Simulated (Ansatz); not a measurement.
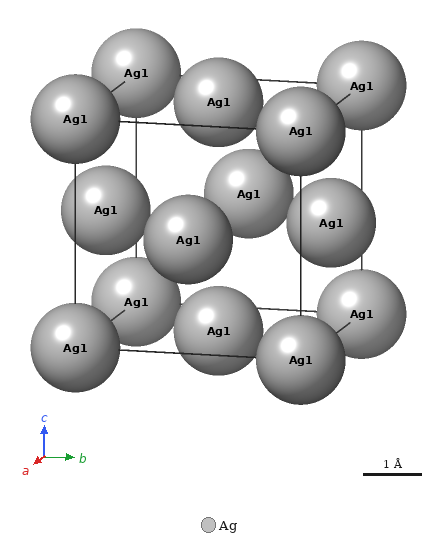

*The input geometry (spheres-only view of the cell 4 times as large as that of the calculation, set on its symmetry axes, seen slightly off an axis; atoms are numbered from 1 in the order of the input).*

Ag: band-structure calculation

Ag (Fm-3m, 1 atom in the cell), computed with DFT, LDA, PAW with Ansatz's default frozen-core files, scalar-relativistic, no spin polarisation (Ansatz 0.2.0).

The structure derives from an entry of the Crystallography Open Database. It belongs to a series of runs on one base structure; here: PAW files in place of LAPW. Figures and captions count atoms from 1; the log counts them from 0 in places.

### Log
```
Ag: output.efg is read without spin–orbit coupling, which moves field gradients at and beside such atoms by some per cent and up to a factor of two; PAW files take it under magnetization.noncollinear and magnetization.spin_orbit
Engine: ansatz 0.2.0, aarch64-unknown-linux-gnu
Pseudopotentials: kind: paw
Pseudopotential: Ag, paw, valence charge 19, recommended cutoff 420 eV (normal), Ag.paw.azcp
Functional definition: SPW92
  exchange = slater_x
  correlation = pw_c
Crystal: 1 atoms, lattice volume = 17.057 Å³
Basis set: ecut = 420 eV, 331 PW (Γ)
Bands: 14, of which v1, the nominal top of the filled ones, is band 10 counted from 1 (9 counted from 0)
Symmetry: 48 space group operations
Space group: Fm-3m (ITA 225), of the structure as read, at distance tolerance 2.6e-5 Å
k-points: 120 of 3375
Non-local potential: Ag, projectors of the file, l = 0: 3, l = 1: 2, l = 2: 2, l = 3: 1
PAW form: soft (Blöchl's): semilocal exchange-correlation on the pseudo side does not see the compensation charge
PAW frozen core: Ag, regenerated for the run's functional, and the local potential with it (the file was generated under x = pbe(κ = 0.804, μ = 0.2195149727645171), c = pbe(β = 0.06672455060314922))
PAW one-centre angular grid: Ag, 590 points (default); XC on 64 Gauss nodes
Initial density: superposition of atomic densities (neutral atoms: chi_scale 0, normalization atom), corrected by the library's trained network
Initial wavefunctions: pseudopotential atomic-orbital guess
Functional: x = slater, c = lda
SCF iter   1: F=—  HF=-7458.134396 eV  |F-HF|=—  |Δ(HF+E_count)|=         —  Δρ=1.43e-2  dr2=2.97e-2  ethr=1.77e-3  ⟨swp⟩=4.6  Hψ=8506  notcnv=0
preconditioner: auto → none  [metal: Δε(μ)=0.026 eV  Ē_g=16.040 eV  σ=0.050 eV  W_gap=0.13  n_scr=8 (ndim 8)  ℏωp=29.8 eV  f_vac=0.000  D(μ)=0.42/eV (n_scr^D=0)  sad-step TF]
SCF iter   2: F=—  HF=-7458.125973 eV  |F-HF|=—  |Δ(HF+E_count)|=   8.42e-3  Δρ=4.48e-3  dr2=2.26e-3  ethr=1.56e-4  ⟨swp⟩=2.4  Hψ=3310  notcnv=0  defer=31
SCF iter   3: F=—  HF=-7458.125237 eV  |F-HF|=—  |Δ(HF+E_count)|=   7.36e-4  Δρ=1.39e-3  dr2=7.86e-5  ethr=1.19e-5  ⟨swp⟩=2.4  Hψ=2255  notcnv=0  defer=31
SCF iter   4: F=—  HF=-7458.125223 eV  |F-HF|=—  |Δ(HF+E_count)|=   1.44e-5  Δρ=1.71e-4  dr2=1.35e-6  ethr=4.14e-7  ⟨swp⟩=2.7  Hψ=2784  notcnv=0  defer=31
iter 5 did not close the SCF: its close was put off for the readings that it lacked (scf_convergence_deferred on its scf_iter line)
SCF iter   5: F=-7458.125223 eV  HF=-7458.125223 eV  |F-HF|=4.42e-9  |Δ(HF+E_count)|=   4.74e-7  Δρ=1.04e-5  dr2=9.07e-9  ethr=7.10e-9  ⟨swp⟩=2.9  Hψ=2780  notcnv=0  defer=31
SCF iter   6: F=-7458.125223 eV  HF=-7458.125223 eV  |F-HF|=1.53e-10  |Δ(HF+E_count)|=   1.42e-9  Δρ=1.12e-6  dr2=1.78e-10  ethr=4.78e-11  ⟨swp⟩=4.9  Hψ=8344  notcnv=0
SCF 1 converged in 6 iterations: F = -7458.125223 eV  dr2 = 1.78e-10
  greatest PAW one-centre occupation: 1.002 electrons in one spin orbital (limit 2), on the Ag atom at site 0 (counted from 0), in its partial waves of l = 0
```

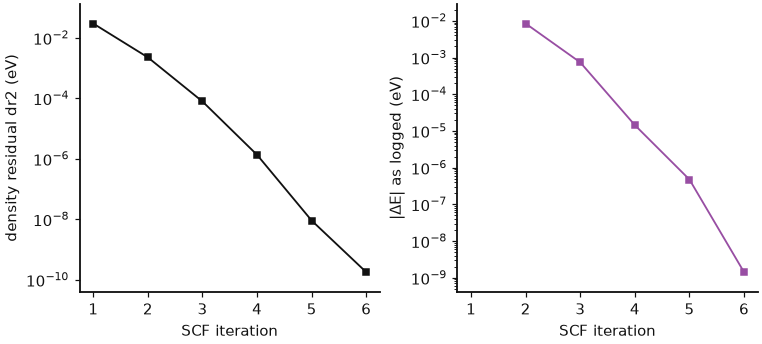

*Convergence of the self-consistent field: density residual dr2 and size of the energy change against the SCF iteration.*

The residual falls at every step.

```
NSCF: frozen V_eff on 99 k-points
SCF converged after 6 iterations
Free energy (F): -7458.125223 eV
Harris-Foulkes:  -7458.125223 eV  (|F-HF|=1.53e-10)
Internal energy: -7458.121842 eV  (E = F + TS)
E sigma→0 (E₀):  -7458.123533 eV
Entropy (-TS):   -0.003381 eV (-3.381 meV/atom)
Fermi energy:    17.062436 eV
--- Per-component energies (eV) ---
  E_band       = -240.481202
  E_kinetic    = 527.261222
  E_local      = -2198.126809  (includes V_loc(G=0)·N_el)
  E_nonlocal   = 86.400546
  E_hartree    = 995.787476
  E_xc         = -183.684434
  E_vxc        = -234.608014  (∫ρ·V_xc dr)
  E_paw        = -3770.161661  (= ΣΔE_a)
  E_vpaw       = -412.984220  (= ΣTr[D̂ρ^β])
  E_aug_tail   = 0.000272  (compensation charges beyond the density's cutoff)
  E_ewald      = -2916.323262
  E_core_change = 0.724807  (= ΣΔE_core)
  E_smearing   = -0.003381  (= −TS)
  E_closure    = 0.000000  (closes the sum)
  Σ components = -7458.125223   (vs F -7458.125223, Δ=0.00e0)
--- Forces (eV/Å), atoms counted from 1 ---
  atom   1  Ag    -0.00000000     0.00000000    -0.00000000
  max |Σ_I F_I| component: 1.85e-32 eV/Å
--- Stress (GPa, compression-positive) ---
       -7.452290      -0.000000       0.000000
        0.000000      -7.452290       0.000000
        0.000000      -0.000000      -7.452290
  P = ⅓ Tr σ = -7.4523 GPa (-74.523 kbar)
--- PAW observables at the nuclei: V_zz in 10²¹ V/m², potentials from the cell's mean, atoms counted from 1 ---
  atom   1  Ag V_zz =    -0.000000   η = 0.0000   by run symmetry: forbidden
            electrostatic potential = -7482.873055 V   contact ρ = 944551.174068 e/Å³
--- Band table (eV; the first three rows and the last of 120) ---
  k-point 0: bands = ["-74.8132", "-38.2677", "-38.2677", "-38.2677", "9.0777", "12.1862", "12.1862", "12.1862", "13.2428", "13.2428", "32.8385", "36.3357", "36.3357", "36.3357"]
  k-point 1: bands = ["-74.8124", "-38.2749", "-38.2688", "-38.2688", "9.2170", "12.1538", "12.2252", "12.2252", "13.2280", "13.2280", "32.8637", "35.2534", "36.3985", "36.3985"]
  k-point 2: bands = ["-74.8104", "-38.2953", "-38.2719", "-38.2719", "9.6122", "12.0886", "12.3188", "12.3188", "13.2069", "13.2069", "32.1970", "33.8765", "36.5376", "36.5376"]
  k-point 119: bands = ["-74.7904", "-38.3825", "-38.3751", "-38.3304", "11.2982", "11.7499", "12.0684", "13.2556", "14.2254", "22.4846", "22.5119", "24.0993", "25.6939", "38.4214"]
--- Löwdin populations: 1 site ---
  site symbol       q [e]
     0     Ag     18.8668
  spilling = 0.007008 (of n_electrons = 19.000000)
--- Bader charges: 1 site ---
  site symbol  charge [e]  shift [e]
     0     Ag      0.0000     0.0000
  estimated error of the sums over rays = 4.6e-7 e
```

### File bader_charges.tsv
```
# site	symbol	x_ang	y_ang	z_ang	partial_charge_e	electrons	volume_ang3	relative_density_drop	shared_charge_e	partial_wave_shift_e
# quadrature_error_electrons = 4.6e-7
0	Ag	0.0000	0.0000	0.0000	0.00000	47.00000	17.06	-	0.00000	0.00000
```

### File dos.tsv
```
# E-E_F[eV]	g_bin_mean(E)[states/eV]	N(E)
# format = ansatz-dos/2
# fermi_ev = 17.062436
# fermi_mp_grid = 15 15 15
# fermi_mp_shift = 0 0 0
# tetrahedron_fermi_ev = 16.976613
# g_bin_mean(E): the states in a bin one row spacing wide, centred on E, divided by that spacing. States that the method places at a single energy (under output.dos.method: tetrahedron, those of a tetrahedron whose four corners have one energy) are counted whole in the row whose bin holds that energy (on the edge of two bins, in the lower row). The sum of g_bin_mean over a run of rows, times the row spacing, is the number of states from half a spacing under the first of them to half a spacing over the last (a plain sum, not the trapezoid rule).
-14.000000	0.000000e0	8.000000e0
-13.800000	0.000000e0	8.000000e0
-13.600000	0.000000e0	8.000000e0
-13.400000	0.000000e0	8.000000e0
-13.200000	0.000000e0	8.000000e0
-13.000000	0.000000e0	8.000000e0
-12.800000	0.000000e0	8.000000e0
-12.600000	0.000000e0	8.000000e0
-12.400000	0.000000e0	8.000000e0
-12.200000	0.000000e0	8.000000e0
-12.000000	0.000000e0	8.000000e0
-11.800000	0.000000e0	8.000000e0
-11.600000	0.000000e0	8.000000e0
-11.400000	0.000000e0	8.000000e0
-11.200000	0.000000e0	8.000000e0
-11.000000	0.000000e0	8.000000e0
-10.800000	0.000000e0	8.000000e0
-10.600000	0.000000e0	8.000000e0
-10.400000	0.000000e0	8.000000e0
-10.200000	0.000000e0	8.000000e0
-10.000000	0.000000e0	8.000000e0
-9.800000	0.000000e0	8.000000e0
-9.600000	0.000000e0	8.000000e0
-9.400000	0.000000e0	8.000000e0
-9.200000	0.000000e0	8.000000e0
-9.000000	0.000000e0	8.000000e0
-8.800000	0.000000e0	8.000000e0
-8.600000	0.000000e0	8.000000e0
-8.400000	0.000000e0	8.000000e0
-8.200000	0.000000e0	8.000000e0
-8.000000	2.000077e-3	8.000000e0
-7.800000	3.472033e-2	8.003350e0
-7.600000	5.876434e-2	8.012633e0
-7.400000	7.668614e-2	8.026274e0
-7.200000	9.780960e-2	8.043669e0
-7.000000	1.208367e-1	8.065433e0
-6.800000	1.524487e-1	8.092482e0
-6.600000	2.057569e-1	8.126964e0
-6.400000	1.146268e0	8.228190e0
-6.200000	2.277934e0	8.580937e0
-6.000000	3.571460e0	9.178923e0
-5.800000	2.942930e0	9.848169e0
-5.600000	2.140630e0	1.037666e1
-5.400000	2.274423e0	1.077056e1
-5.200000	2.602579e0	1.128082e1
-5.000000	2.442915e0	1.176788e1
-4.800000	2.966577e0	1.228481e1
-4.600000	4.643775e0	1.317937e1
-4.400000	2.309367e0	1.382260e1
-4.200000	2.721876e0	1.427119e1
-4.000000	3.052511e0	1.485844e1
-3.800000	3.179782e0	1.548967e1
-3.600000	2.601889e0	1.606732e1
-3.400000	2.533590e0	1.657945e1
-3.200000	3.156915e0	1.710716e1
-3.000000	3.723627e0	1.794936e1
-2.800000	8.028360e-1	1.834573e1
-2.600000	2.308498e-1	1.839105e1
-2.400000	2.382752e-1	1.843810e1
-2.200000	2.220023e-1	1.848460e1
-2.000000	2.187075e-1	1.852818e1
-1.800000	2.239161e-1	1.857238e1
-1.600000	2.307057e-1	1.861782e1
-1.400000	2.380772e-1	1.866469e1
-1.200000	2.387275e-1	1.871273e1
-1.000000	2.399208e-1	1.876027e1
-0.800000	2.498849e-1	1.880901e1
-0.600000	2.649047e-1	1.886059e1
-0.400000	2.718779e-1	1.891451e1
-0.200000	2.717510e-1	1.896886e1
0.000000	2.769334e-1	1.902376e1
0.200000	2.731658e-1	1.907898e1
0.400000	2.680383e-1	1.913301e1
0.600000	2.665155e-1	1.918638e1
0.800000	2.663923e-1	1.923967e1
1.000000	2.670041e-1	1.929298e1
1.200000	2.700897e-1	1.934662e1
1.400000	2.705504e-1	1.940095e1
1.600000	2.743037e-1	1.945510e1
1.800000	2.613350e-1	1.950895e1
2.000000	2.523731e-1	1.956058e1
2.200000	2.360132e-1	1.960941e1
2.400000	2.233685e-1	1.965525e1
2.600000	2.195691e-1	1.969930e1
2.800000	2.147361e-1	1.974265e1
3.000000	2.121406e-1	1.978585e1
3.200000	1.836656e-1	1.982563e1
3.400000	1.667491e-1	1.986017e1
3.600000	2.472103e-1	1.989788e1
3.800000	3.211823e-1	1.996016e1
4.000000	3.290315e-1	2.002225e1
4.200000	3.177946e-1	2.008889e1
4.400000	2.954045e-1	2.015183e1
4.600000	2.708012e-1	2.020559e1
4.800000	3.230012e-1	2.026352e1
5.000000	3.560341e-1	2.033383e1
5.200000	3.153385e-1	2.040049e1
5.400000	3.210068e-1	2.046316e1
5.600000	3.233271e-1	2.052925e1
5.800000	2.864682e-1	2.058993e1
6.000000	2.720460e-1	2.064538e1
6.200000	2.705603e-1	2.069936e1
6.400000	3.027484e-1	2.075510e1
6.600000	3.421168e-1	2.081922e1
6.800000	3.757909e-1	2.089382e1
7.000000	3.518982e-1	2.096319e1
7.200000	3.863033e-1	2.103885e1
7.400000	4.330333e-1	2.112103e1
7.600000	4.254564e-1	2.120806e1
7.800000	4.289537e-1	2.129248e1
8.000000	4.318154e-1	2.137945e1
```

### File rho_z.tsv
```
# z_ang	rho[e/angstrom^3]
# format = ansatz-planar-average/11
# lattice	0.000000000	2.043100000	2.043100000
# lattice	2.043100000	0.000000000	2.043100000
# lattice	2.043100000	2.043100000	0.000000000
# sites	1
# site	47	0.000000000	0.000000000	0.000000000
0.000000	2.624225e0
0.144469	2.500397e0
0.288938	2.164061e0
0.433407	1.703915e0
0.577876	1.225578e0
0.722345	8.158667e-1
0.866814	5.207064e-1
1.011283	3.420189e-1
1.155752	2.498661e-1
1.300221	2.074124e-1
1.444690	1.945715e-1
1.589159	2.074124e-1
1.733628	2.498661e-1
1.878097	3.420189e-1
2.022566	5.207064e-1
2.167035	8.158667e-1
2.311504	1.225578e0
2.455973	1.703915e0
2.600442	2.164061e0
2.744911	2.500397e0
```

### File v_z.tsv
```
# z_ang	v_es[eV]	v_tot[eV]
# format = ansatz-planar-average/11
# xc	lda
# density_cutoff_ev	1680
# datasets	Ag=:simpson_from_first_knot:soft:shift=-2132924
# lattice	0.000000000	2.043100000	2.043100000
# lattice	2.043100000	0.000000000	2.043100000
# lattice	2.043100000	2.043100000	0.000000000
# sites	1
# site	47	0.000000000	0.000000000	0.000000000
0.000000	4.421556e0	-1.078359e1
0.144469	4.731302e0	-1.033151e1
0.288938	5.635329e0	-9.017188e0
0.433407	7.058522e0	-6.960946e0
0.577876	8.886695e0	-4.340390e0
0.722345	1.097407e1	-1.375172e0
0.866814	1.315519e1	1.686783e0
1.011283	1.522329e1	4.549499e0
1.155752	1.689618e1	6.847298e0
1.300221	1.788265e1	8.228991e0
1.444690	1.816710e1	8.648075e0
1.589159	1.788265e1	8.228991e0
1.733628	1.689618e1	6.847298e0
1.878097	1.522329e1	4.549499e0
2.022566	1.315519e1	1.686783e0
2.167035	1.097407e1	-1.375172e0
2.311504	8.886695e0	-4.340390e0
2.455973	7.058522e0	-6.960946e0
2.600442	5.635329e0	-9.017188e0
2.744911	4.731302e0	-1.033151e1
```

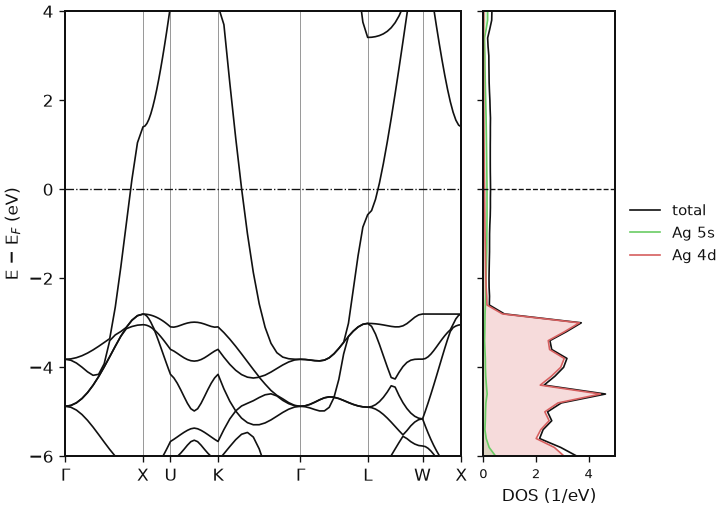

*Band structure along Γ–X–U–K–Γ–L–W–X and density of states (projected on Löwdin-orthogonalised atomic shells), with energies from the Fermi level.*

Bands cross the Fermi level: a metal at this level of theory.

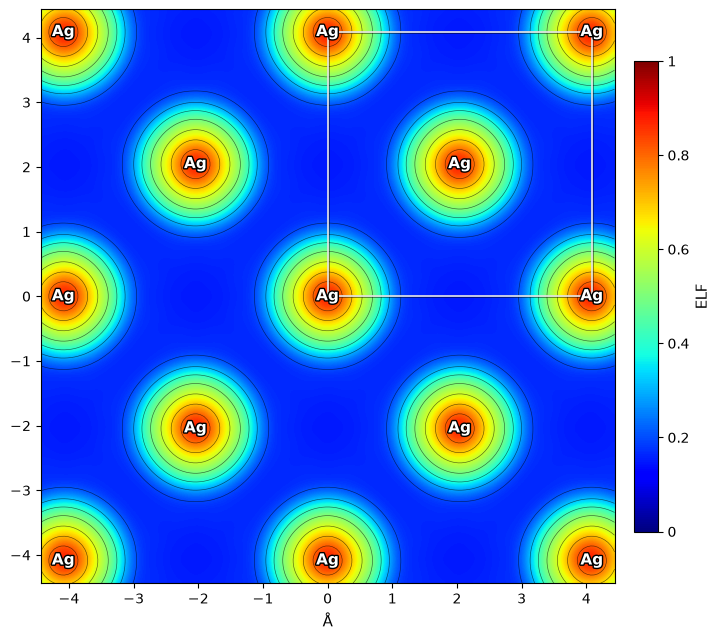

*ELF on the (001) plane of the conventional cell.*

The section cuts through Ag sites. Ag–Ag (2.89 Å): the ELF is about 0.15 at the midpoint; no shared electron pair. The strong features right at Ag lie inside the PAW spheres (semicore, d or f shells) and say nothing about bonding. The fields are those of the smooth PAW valence density.

This output came from the following input.

### Input file
```yaml
crystal:
  lattice:
    - [0.0, 2.0431, 2.0431]
    - [2.0431, 0.0, 2.0431]
    - [2.0431, 2.0431, 0.0]
  atoms:
    - { symbol: Ag, position: [0.0, 0.0, 0.0] }
kpoints:
  mp_grid: { grid: [15, 15, 15] }
  band_path:
    path:
      - [0.0, 0.0, 0.0]
      - [0.5, 0.0, 0.5]
      - [0.625, 0.25, 0.625]
      - [0.375, 0.375, 0.75]
      - [0.0, 0.0, 0.0]
      - [0.5, 0.5, 0.5]
      - [0.5, 0.25, 0.75]
      - [0.5, 0.0, 0.5]
    npoints: 14
scf:
  occupations: { method: fermi_dirac, width: 0.05 }
hamiltonian:
  xc: lda
  pseudopotentials: { kind: paw }
output:
  forces: true
  stress: true
  eigenvalues: true
  efg: { contact_densities: true }
  populations: true
  bader: true
  dos: { projected: true, de: 0.2, e_range: [-14, 8] }
  write_density: true
  write_potential: true
  elf: true
  volumetric_format: npy
```

Run as:
```bash
ansatz run input.yaml --threads 1 --pin off --max-ram 3072MiB --backend cpu --events-out ev --progress --plain --runs-dir out
```

### Results in brief

| quantity | value |
| --- | --- |
| outcome | converged |
| space group (tolerance 0.01 Å) | Fm-3m (225) |
| electrons treated | 19 |
| free energy | −7458.1252 eV |
| Fermi energy | 17.062 eV |
| pressure | −7.45 GPa |
| field gradient V_zz (10²¹ V/m²) | zero at all sites |
| electronic character | metal |
| largest force (length of the vector) | under 0.001 eV/Å |
| hardware | 1 thread of Arm Neoverse V1, 24 GiB of memory available, shared host |
| wall time | 5 s |
| peak memory | 0.33 GiB |

### Remarks

Warnings of the run: the field gradients leave out spin–orbit coupling. The cell is under a tension of 7.5 GPa at this level, so it is not at its equilibrium volume.
